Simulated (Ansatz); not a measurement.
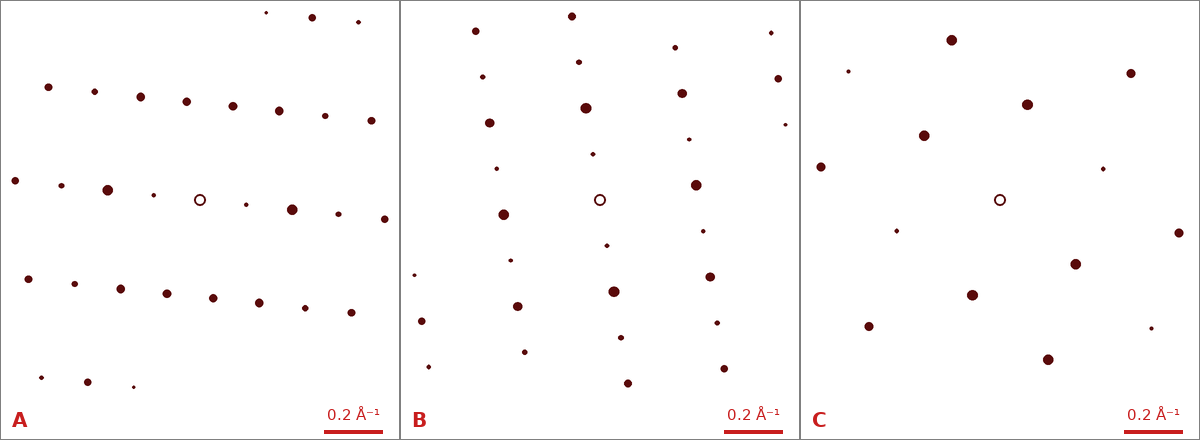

Simulated selected-area electron diffraction patterns (200 kV, kinematic approximation, thin crystal, B = 0.5 Å² for all atoms).

All three come from Pb, space group Fmmm (No. 69), a = 3.428 Å, b = 5.870 Å, c = 12.312 Å. Structure: coordinates from a relaxation with Ansatz, DFT PBEsol, scalar-relativistic, plane waves, PAW; the starting structure was generated, so it need not be a known form of this composition.

```csv
atom,site,symmetry,x,y,z
Pb,8i,mm2,0.5000,0.0000,0.3663
```

Question: Assign the zone axes [011], [100], [110] to A, B and C.

Answer: A is [110]: centred rectangular net of 0 0 2 at d = 6.16 Å and 1 -1 1 at d = 2.88 Å, at 76.5°. B is [100]: rectangular net of 0 0 2 at d = 6.16 Å and 0 2 0 at d = 2.93 Å, at 90.0°. C is [011]: centred rectangular net of 1 -1 1 at d = 2.88 Å and 1 1 -1 at d = 2.88 Å, at 65.8°.
